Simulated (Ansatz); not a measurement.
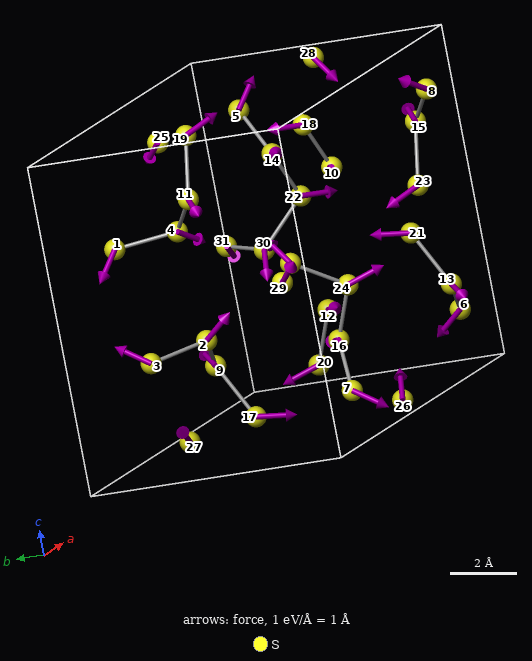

Starting geometry of crystalline S (built on the alpha type) with the computed forces as purple arrows. Style: ball-and-stick. Shown: the reduced cell, from a free direction. Lengths and directions refer to the drawn axes.

Case: volume 27.597 Å^3/atom.

The calculation used Ansatz 0.2.0, DFT r2SCAN, scalar-relativistic, plane waves, PAW.

The input:
```yaml
crystal:
  lattice:
    - [0.0, 6.8231359148, 11.9481101747]
    - [5.4162202909, 0.0, 11.9481101747]
    - [5.4162202909, 6.8231359148, 0.0]
  atoms:
    - { symbol: S, position: [0.0814763388, 0.264539641, 0.2757539376] }
    - { symbol: S, position: [0.3782300826, 0.2757539376, 0.264539641] }
    - { symbol: S, position: [0.2757539376, 0.3782300826, 0.0814763388] }
    - { symbol: S, position: [0.264539641, 0.0814763388, 0.3782300826] }
    - { symbol: S, position: [0.1685236612, 0.985460359, 0.9742460624] }
    - { symbol: S, position: [0.8717699174, 0.9742460624, 0.985460359] }
    - { symbol: S, position: [0.9742460624, 0.8717699174, 0.1685236612] }
    - { symbol: S, position: [0.985460359, 0.1685236612, 0.8717699174] }
    - { symbol: S, position: [0.3144045782, 0.4445167772, 0.3765192386] }
    - { symbol: S, position: [0.864559406, 0.3765192386, 0.4445167772] }
    - { symbol: S, position: [0.3765192386, 0.864559406, 0.3144045782] }
    - { symbol: S, position: [0.4445167772, 0.3144045782, 0.864559406] }
    - { symbol: S, position: [0.9355954218, 0.8054832228, 0.8734807614] }
    - { symbol: S, position: [0.385440594, 0.8734807614, 0.8054832228] }
    - { symbol: S, position: [0.8734807614, 0.385440594, 0.9355954218] }
    - { symbol: S, position: [0.8054832228, 0.9355954218, 0.385440594] }
    - { symbol: S, position: [0.5006984559, 0.4049314637, 0.281421961] }
    - { symbol: S, position: [0.8129481194, 0.281421961, 0.4049314637] }
    - { symbol: S, position: [0.281421961, 0.8129481194, 0.5006984559] }
    - { symbol: S, position: [0.4049314637, 0.5006984559, 0.8129481194] }
    - { symbol: S, position: [0.7493015441, 0.8450685363, 0.968578039] }
    - { symbol: S, position: [0.4370518806, 0.968578039, 0.8450685363] }
    - { symbol: S, position: [0.968578039, 0.4370518806, 0.7493015441] }
    - { symbol: S, position: [0.8450685363, 0.7493015441, 0.4370518806] }
    - { symbol: S, position: [0.447745032, 0.5632869855, 0.1075628852] }
    - { symbol: S, position: [0.8814050973, 0.1075628852, 0.5632869855] }
    - { symbol: S, position: [0.1075628852, 0.8814050973, 0.447745032] }
    - { symbol: S, position: [0.5632869855, 0.447745032, 0.8814050973] }
    - { symbol: S, position: [0.802254968, 0.6867130145, 0.1424371148] }
    - { symbol: S, position: [0.3685949027, 0.1424371148, 0.6867130145] }
    - { symbol: S, position: [0.1424371148, 0.3685949027, 0.802254968] }
    - { symbol: S, position: [0.6867130145, 0.802254968, 0.3685949027] }
basis:
  ecutwfc: 500
  ecutrho_ratio: 4
kpoints:
  mp_grid: { grid: [4, 4, 4] }
hamiltonian:
  xc: r2scan
scf:
  occupations: { method: gaussian, width: 0.05 }
output:
  forces: true
  stress: true
  eigenvalues: true
relax:
  f_tol: 0.04
  max_steps: 40
  cell: { stress_tol: 0.4, fix: [volume] }
```

Launched with:
```bash
ansatz run input.yaml --threads 16 --pin off --max-ram 28672MiB --backend cpu --events-out ev --progress --plain --runs-dir out
```

### Is this structure relaxed? If not, where do the atoms go?

It isn't relaxed: the largest force vector, on S atoms, is 1.28 eV/Å. The final displacements follow the starting forces only in part (cosine between the two patterns 0.57). The largest moves relative to the cell, 0.12 Å, are those of 8 atoms (S17, S18, S19, S20 and others). S18 goes along [−3 3 −1]. The drawn cell changes at constant volume: a = b 8.712 → 8.560 Å (−1.7 %), c 13.118 → 13.452 Å (+2.5 %), α 104.9° → 104.5°, β 104.9° → 104.5°, γ 103.1° → 102.2°. Among the contacts that change: S10–S18 1.998 → 2.056 Å, S1–S4 1.997 → 2.053 Å. The space group stays Fddd (No. 70). After 4 accepted moves (5 points after the start) the energy has fallen by 33.3 meV per atom. Largest force component: 1.2 eV/Å at the start, 0.031 eV/Å at the end. The pressure goes from 4.52 to 0.08 GPa. At 1 point the geometry stayed and the basis and grid were re-selected for the new cell (energy shift of less than 0.05 meV per atom at most each time).
